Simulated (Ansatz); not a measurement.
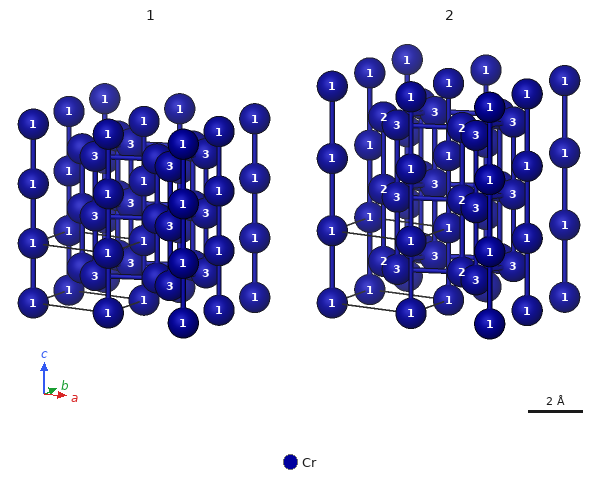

Two geometries of crystalline Cr (built on the omega_191 type) (coarse preliminary run), drawn at one scale. One is the start of a relaxation, the other its converged end. Style: ball-and-stick. Shown: the cell of the calculation, repeated 2 × 2 × 3 with one cell outlined, slightly off an axis.

Method: DFT PBEsol, scalar-relativistic, plane waves, PAW in Ansatz 0.2.0. Set-up: plane-wave cutoff 420 eV; k-point mesh 6 × 6 × 6; occupations gaussian; smearing width 0.1 eV; collinear spin; cell and atoms relaxed; force threshold 0.04 eV/Å; at most 70 steps.

### Which one is relaxed?

Structure 1 is the relaxed one. Case: omega type (P6/mmm, No. 191). The atoms keep their places relative to the cell (all moves are under 0.005 Å). Cell: a = b 4.412 → 4.205 Å (−4.7 %), c 2.705 → 2.232 Å (−17.5 %). Volume −25.1 %. Some distances before and after: Cr1–Cr1 2.705 → 2.232 Å, Cr1–Cr2 2.884 → 2.672 Å, Cr2–Cr3 2.547 → 2.428 Å. The space group stays P6/mmm (No. 191). Over 6 accepted moves (7 points after the start) the energy falls by 2.034 eV per cell of the calculation. All forces vanish by symmetry, so only the cell relaxes. The pressure goes from −32.59 to 0.03 GPa. The SCF was repeated once at an unchanged geometry on a basis and grid sized afresh for the cell, which shifted the energy by 4.0 meV per cell of the calculation at most. The program noted that the starting moments weren't kept.

Limits of the set-up: the k-point mesh is coarse for a cell with partly filled bands.
